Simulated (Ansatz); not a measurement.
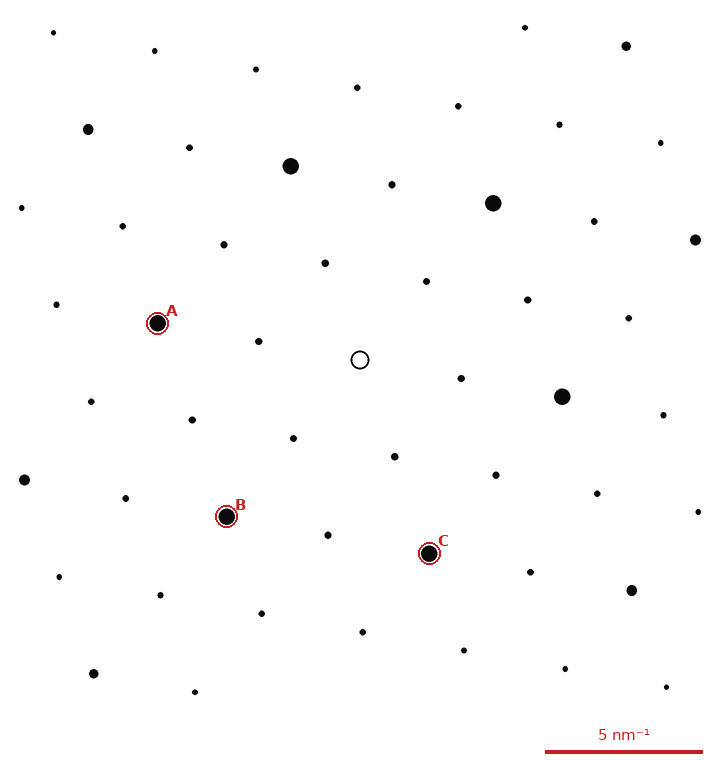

Kinematic zone-axis pattern, calculated for 100 keV electrons with B = 0.5 Å². The zone axis points towards the electron source and the pattern is seen from the source side.

CoSi3, space group Pm-3m (No. 221), a = 4.31 Å. Structure: the geometry relaxed with Ansatz 0.2.0, DFT PBE, scalar-relativistic, plane waves, PAW; the starting structure was generated, so it need not be a known form of this composition.

Spot A is indexed -2 0 2 and spot B 0 -2 2.

Q: Index the other marked spot.

A: C = −A + B = 2 -2 0 (d = 1.525 Å).

Q: Find the zone axis.

A: The cross product of A and B is parallel to [111]; every spot obeys hu + kv + lw = 0.

Q: What are the spacings of A and B and the angle between them?

A: d(A) = 1.525 Å, d(B) = 1.525 Å, and the angle is 60.0°.
